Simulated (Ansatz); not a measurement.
# Al₂O₃: a changed input and its effect

System: Al₂O₃ (R-3c, 10 atoms in the cell).
Method of run 1: DFT PBE, scalar-relativistic, plane waves, PAW, PAW set soft_1, no spin polarisation (Ansatz 0.2.0).

The structure derives from an entry of the Crystallography Open Database. Text and figures count atoms from 1; the logs count them from 0 in places.

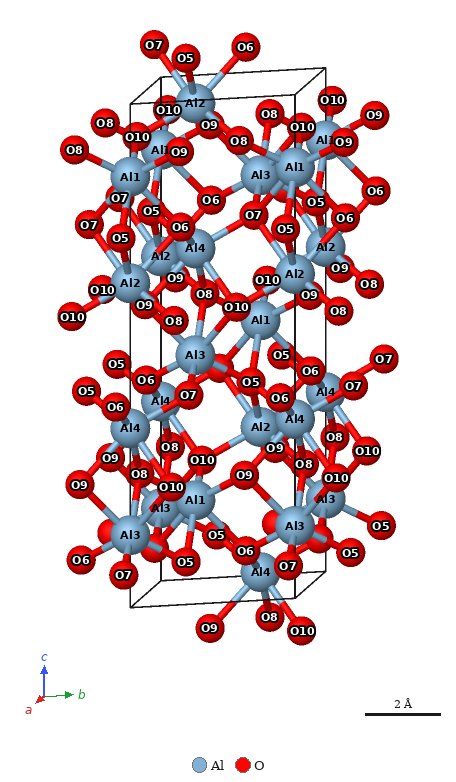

Figure 1. The structure as given in the input (ball-and-stick view of the cell 3 times as large as that of the calculation, set on its symmetry axes, seen slightly off an axis; bonded neighbours outside the cell are drawn too; atoms are numbered from 1 in the order of the input). An atom can appear more than once, as a periodic image. Near neighbours in the periodic cell (some may lie outside the picture): Al has 6 O at 1.84 to 2.04 Å; O has 4 Al at 1.84 to 2.04 Å.

### Input file, run 1
```yaml
crystal:
  lattice:
    - [2.3529178629, 1.3584577615, 4.5660724047]
    - [-2.3529178629, 1.3584577615, 4.5660724047]
    - [0.0, -2.716915523, 4.5660724047]
  atoms:
    - { symbol: Al, position: [0.855939959, 0.855939959, 0.855939959] }
    - { symbol: Al, position: [0.644060041, 0.644060041, 0.644060041] }
    - { symbol: Al, position: [0.144060041, 0.144060041, 0.144060041] }
    - { symbol: Al, position: [0.355939959, 0.355939959, 0.355939959] }
    - { symbol: O, position: [0.056157404, 0.443842596, 0.75] }
    - { symbol: O, position: [0.75, 0.056157404, 0.443842596] }
    - { symbol: O, position: [0.443842596, 0.75, 0.056157404] }
    - { symbol: O, position: [0.943842596, 0.556157404, 0.25] }
    - { symbol: O, position: [0.25, 0.943842596, 0.556157404] }
    - { symbol: O, position: [0.556157404, 0.25, 0.943842596] }
basis:
  ecutwfc: 520.0
kpoints:
  mp_grid: { grid: [6, 6, 6] }
hamiltonian:
  xc: pbe
  pseudopotentials: { kind: paw, azcp: { folder: soft_1 } }
scf:
  occupations: { method: gaussian, width: 0.05 }
output:
  forces: true
  stress: true
  eigenvalues: true
  write_density: true
  write_potential: true
  elf: true
  volumetric_format: npy
```

Command:
```bash
ansatz run input.yaml --threads 2 --pin off --max-ram 4096MiB --backend cpu --events-out ev --progress --plain --runs-dir out
```

Hardware: 2 threads of Arm Neoverse N1, 98 GiB of memory available, shared host.

### Output, shortened to warnings, some set-up lines, iterations and results (run 1)
```
Basis set: ecut = 520 eV, 2333 PW (Γ), exchange–correlation on 80×80×80 points (8 copies of the dense FFT grid, shifted against one another)
Symmetry: 12 space group operations
k-points: 32 of 216
Initial density: superposition of atomic densities (chi_scale 0.1, normalization cell, long waves kept (reshape's long-wave potential 0.00 eV rms))
[...]
SCF iter   1: F=—  HF=-5572.899541 eV  |F-HF|=—  |Δ(HF+E_count)|=         —  Δρ=1.30e-1  dr2=1.39e1  ethr=3.10e-3  ⟨swp⟩=7.0  Hψ=5267  notcnv=0  defer=12
SCF iter   2: F=—  HF=-5569.317694 eV  |F-HF|=—  |Δ(HF+E_count)|=    3.58e0  Δρ=4.30e-2  dr2=7.59e-1  ethr=3.10e-3  ⟨swp⟩=3.0  Hψ=2467  notcnv=0  defer=122
SCF iter   3: F=—  HF=-5569.233260 eV  |F-HF|=—  |Δ(HF+E_count)|=   8.44e-2  Δρ=2.21e-2  dr2=2.38e-1  ethr=1.58e-3  ⟨swp⟩=2.0  Hψ=1168  notcnv=0  defer=122
SCF iter   4: F=—  HF=-5569.231927 eV  |F-HF|=—  |Δ(HF+E_count)|=   1.33e-3  Δρ=1.49e-3  dr2=1.02e-3  ethr=4.97e-4  ⟨swp⟩=3.0  Hψ=1898  notcnv=0  defer=122
SCF iter   5: F=—  HF=-5569.233307 eV  |F-HF|=—  |Δ(HF+E_count)|=   1.38e-3  Δρ=2.04e-4  dr2=4.59e-5  ethr=2.12e-6  ⟨swp⟩=2.0  Hψ=1705  notcnv=0  defer=122
SCF iter   6: F=—  HF=-5569.233357 eV  |F-HF|=—  |Δ(HF+E_count)|=   5.05e-5  Δρ=5.37e-5  dr2=2.94e-6  ethr=9.57e-8  ⟨swp⟩=2.1  Hψ=1827  notcnv=0  defer=122
SCF iter   7: F=-5569.233360 eV  HF=-5569.233360 eV  |F-HF|=1.39e-8  |Δ(HF+E_count)|=   2.90e-6  Δρ=6.13e-6  dr2=1.62e-8  ethr=2.08e-10  ⟨swp⟩=14.3  Hψ=8771  notcnv=0
SCF 1 converged in 7 iterations: F = -5569.233360 eV  dr2 = 1.62e-8
SCF converged after 7 iterations
Free energy (F): -5569.233360 eV
Harris-Foulkes:  -5569.233360 eV  (|F-HF|=1.39e-8)
Internal energy: -5569.233360 eV  (E = F + TS)
E sigma→0 (E₀):  -5569.233360 eV
Fermi energy:    10.312711 eV
--- Per-component energies (eV) ---
  E_band       = 52.113135
  E_kinetic    = 1136.487403
  E_local      = -1990.852702  (includes V_loc(G=0)·N_el)
  E_nonlocal   = 351.341612
  E_hartree    = 756.435979
  E_xc         = -590.776709
  E_vxc        = -679.149384  (∫ρ·V_xc dr)
  E_paw        = -2857.624418  (= ΣΔE_a)
  E_vpaw       = -278.589172  (= ΣTr[D̂ρ^β])
  E_aug_tail   = 0.001286  (compensation charges beyond the density's cutoff)
  E_ewald      = -2374.245811
  E_smearing   = -0.000000  (= −TS)
  E_closure    = 0.000000  (closes the sum)
  Σ components = -5569.233360   (vs F -5569.233360, Δ=0.00e0)
--- Forces (eV/Å), atoms counted from 1 ---
  atom   1  Al     0.00000000    -0.00000000    -0.97888727
  atom   2  Al     0.00000000    -0.00000000     0.97888727
  atom   3  Al    -0.00000000     0.00000000     0.97888727
  atom   4  Al    -0.00000000     0.00000000    -0.97888727
  atom   5  O      0.03815927     0.00000000    -0.00000000
  atom   6  O     -0.01907963     0.03304689    -0.00000000
  atom   7  O     -0.01907963    -0.03304689    -0.00000000
  atom   8  O     -0.03815927     0.00000000    -0.00000000
  atom   9  O      0.01907963    -0.03304689     0.00000000
  atom  10  O      0.01907963     0.03304689    -0.00000000
  max |Σ_I F_I| component: 1.39e-17 eV/Å
--- Stress (GPa, compression-positive) ---
       11.619073       0.000000       0.000000
        0.000000      11.619073       0.000000
        0.000000       0.000000     -16.459037
  P = ⅓ Tr σ = 2.2597 GPa (22.597 kbar)
```

For run 2 the input was changed thus:
```diff
-    - [2.3529178629, 1.3584577615, 4.5660724047]
-    - [-2.3529178629, 1.3584577615, 4.5660724047]
-    - [0.0, -2.716915523, 4.5660724047]
+    - [2.2623442438, 1.3061650581, 4.9389991301]
+    - [-2.2623442438, 1.3061650581, 4.9389991301]
+    - [0.0, -2.6123301163, 4.9389991301]
```

What does this change do to the results?

With the same functional and potentials, run 2 lies 222.9 meV per atom higher. The gap on the mesh goes from 5.58 to 4.35 eV. The pressure goes from 2.26 to 6.94 GPa. The number of SCF iterations is the same. The plane waves at Γ go from 2333 to 2377.

### Output, shortened to warnings, some set-up lines, iterations and results (run 2)
```
Basis set: ecut = 520 eV, 2377 PW (Γ), exchange–correlation on 90×90×90 points (8 copies of the dense FFT grid, shifted against one another)
Symmetry: 12 space group operations
k-points: 32 of 216
Initial density: superposition of atomic densities (chi_scale 0.1, normalization cell, long waves kept (reshape's long-wave potential 0.00 eV rms))
[...]
SCF iter   1: F=—  HF=-5570.947626 eV  |F-HF|=—  |Δ(HF+E_count)|=         —  Δρ=1.33e-1  dr2=1.46e1  ethr=3.10e-3  ⟨swp⟩=6.9  Hψ=5144  notcnv=0  defer=10
SCF iter   2: F=—  HF=-5567.134607 eV  |F-HF|=—  |Δ(HF+E_count)|=    3.81e0  Δρ=4.41e-2  dr2=8.20e-1  ethr=3.10e-3  ⟨swp⟩=3.0  Hψ=2457  notcnv=0  defer=136
SCF iter   3: F=—  HF=-5567.017674 eV  |F-HF|=—  |Δ(HF+E_count)|=   1.17e-1  Δρ=2.25e-2  dr2=2.55e-1  ethr=1.71e-3  ⟨swp⟩=2.0  Hψ=1226  notcnv=0  defer=136
SCF iter   4: F=—  HF=-5567.003077 eV  |F-HF|=—  |Δ(HF+E_count)|=   1.46e-2  Δρ=1.65e-3  dr2=1.33e-3  ethr=5.32e-4  ⟨swp⟩=3.0  Hψ=1882  notcnv=0  defer=136
SCF iter   5: F=—  HF=-5567.004496 eV  |F-HF|=—  |Δ(HF+E_count)|=   1.42e-3  Δρ=2.42e-4  dr2=6.47e-5  ethr=2.77e-6  ⟨swp⟩=2.0  Hψ=1618  notcnv=0  defer=136
SCF iter   6: F=—  HF=-5567.004508 eV  |F-HF|=—  |Δ(HF+E_count)|=   1.15e-5  Δρ=6.34e-5  dr2=4.43e-6  ethr=1.35e-7  ⟨swp⟩=2.2  Hψ=1799  notcnv=0  defer=136
SCF iter   7: F=-5567.004513 eV  HF=-5567.004513 eV  |F-HF|=1.74e-8  |Δ(HF+E_count)|=   4.92e-6  Δρ=8.10e-6  dr2=2.59e-8  ethr=2.08e-10  ⟨swp⟩=15.0  Hψ=8938  notcnv=0
SCF 1 converged in 7 iterations: F = -5567.004513 eV  dr2 = 2.59e-8
SCF converged after 7 iterations
Free energy (F): -5567.004513 eV
Harris-Foulkes:  -5567.004513 eV  (|F-HF|=1.74e-8)
Internal energy: -5567.004513 eV  (E = F + TS)
E sigma→0 (E₀):  -5567.004513 eV
Fermi energy:    10.216139 eV
--- Per-component energies (eV) ---
  E_band       = 55.557495
  E_kinetic    = 1138.006588
  E_local      = -2003.689772  (includes V_loc(G=0)·N_el)
  E_nonlocal   = 352.311215
  E_hartree    = 763.567127
  E_xc         = -590.910954
  E_vxc        = -679.297901  (∫ρ·V_xc dr)
  E_paw        = -2857.945491  (= ΣΔE_a)
  E_vpaw       = -278.910901  (= ΣTr[D̂ρ^β])
  E_aug_tail   = 0.001299  (compensation charges beyond the density's cutoff)
  E_ewald      = -2368.344523
  E_smearing   = -0.000000  (= −TS)
  E_closure    = -0.000000  (closes the sum)
  Σ components = -5567.004513   (vs F -5567.004513, Δ=0.00e0)
--- Forces (eV/Å), atoms counted from 1 ---
  atom   1  Al    -0.00000000     0.00000000    -0.99615485
  atom   2  Al    -0.00000000    -0.00000000     0.99615485
  atom   3  Al     0.00000000    -0.00000000     0.99615485
  atom   4  Al     0.00000000     0.00000000    -0.99615485
  atom   5  O      0.35741829     0.00000000    -0.00000000
  atom   6  O     -0.17870915     0.30953332     0.00000000
  atom   7  O     -0.17870915    -0.30953332    -0.00000000
  atom   8  O     -0.35741829     0.00000000     0.00000000
  atom   9  O      0.17870915    -0.30953332    -0.00000000
  atom  10  O      0.17870915     0.30953332     0.00000000
  max |Σ_I F_I| component: 2.22e-16 eV/Å
--- Stress (GPa, compression-positive) ---
       32.402608      -0.000000      -0.000000
       -0.000000      32.402608       0.000000
       -0.000000       0.000000     -43.994240
  P = ⅓ Tr σ = 6.9370 GPa (69.370 kbar)
```

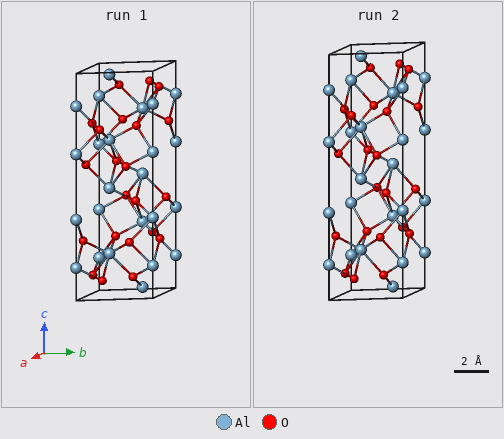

Figure 2. The two input geometries at one scale (ball-and-stick view of the cell 3 times as large as that of the calculation, set on its symmetry axes, seen slightly off an axis). The atoms keep their places relative to the cell (all moves are under 0.005 Å). The drawn cell changes at constant volume: a = b 4.706 → 4.525 Å (−3.8 %), c 13.698 → 14.817 Å (+8.2 %). Among the contacts that change: Al–O 2.045 → 2.094 Å, Al–O 1.836 → 1.812 Å.

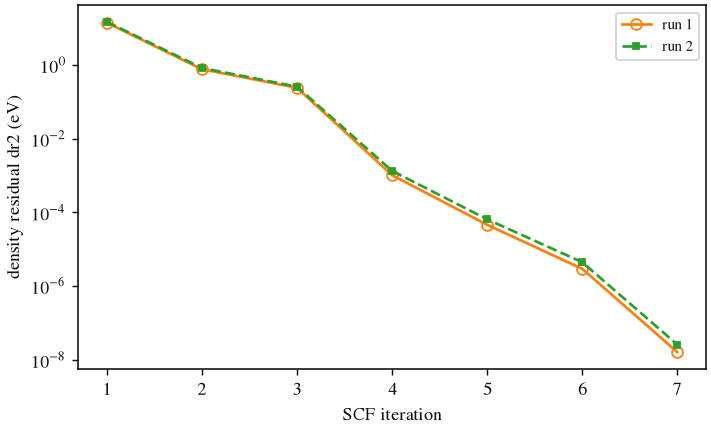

Figure 3. Convergence of the two runs: density residual dr2 against the SCF iteration. Run 1 takes 7 iterations in all, and run 2 takes 7.

### The two runs side by side

```csv
quantity,run 1,run 2
outcome,converged,converged
free energy per atom (eV),−556.9233,−556.7005
gap on the mesh (eV),5.58,4.35
pressure (GPa),2.26,6.94
largest force (eV/Å),0.979,0.996
SCF iterations,7,7
irreducible k-points,32,32
plane waves at Γ,2333,2377
wall time (shared host),11 s,10 s
```
